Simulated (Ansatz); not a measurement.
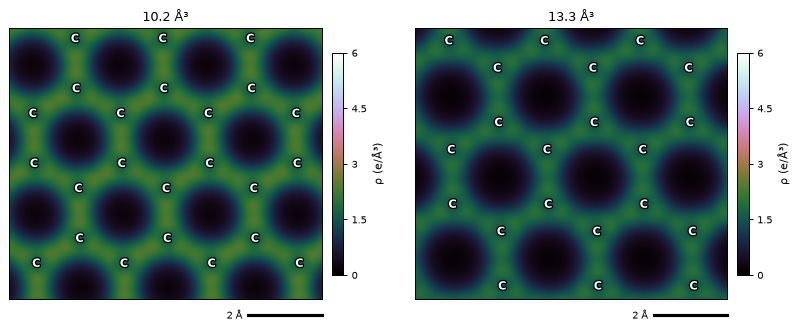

C. The valence electron density of cells scaled evenly to different volumes (given per atom above each panel), on the (001) plane of each (indices in the axes of the cell below), at one length scale and on one colour scale.

A point of a scan over the structure, not its minimum; a structure from a database of computed crystals, not necessarily the ambient phase; PAW files of the earlier set (soft_1).

These are results of DFT PBE, scalar-relativistic, plane waves, PAW in Ansatz 0.2.0, not measurements.

The density is the valence pseudo-density of a PAW calculation; it isn't the true density close to the nuclei.

The largest cell:

```
C
1.0
     1.27293   -2.26451    0.00000
     1.27293    2.26451    0.00000
     0.00000    0.00000    9.23067
C
4
Cartesian
  1.2729 1.8871 6.9258
  1.2729 -0.3774 2.3049
  1.2729 -1.8871 2.3049
  1.2729 0.3774 6.9258
```

| volume (Å³/atom) | C–C contact in the plane (Å) | ρ at its midpoint (e/Å³) | pressure (GPa) | 
| --- | --- | --- | --- |
| 10.25 | 1.356 | 2.323 | 33.1 | 
| 10.86 | 1.383 | ? | ? | 
| 13.30 | 1.480 | 1.809 | −22.0 | 

Q: What values belong in the row with question marks?

A: Over the known rows ln ρ falls by 2.02 per Å of C–C distance (the line through the two), which gives 2.200 e/Å³ at 1.383 Å; the calculation gives 2.202 e/Å³. For the pressure, a straight line in volume between the neighbouring rows gives 22.1 GPa; the calculation gives 16.2, lower because pressure rises ever faster on compression.
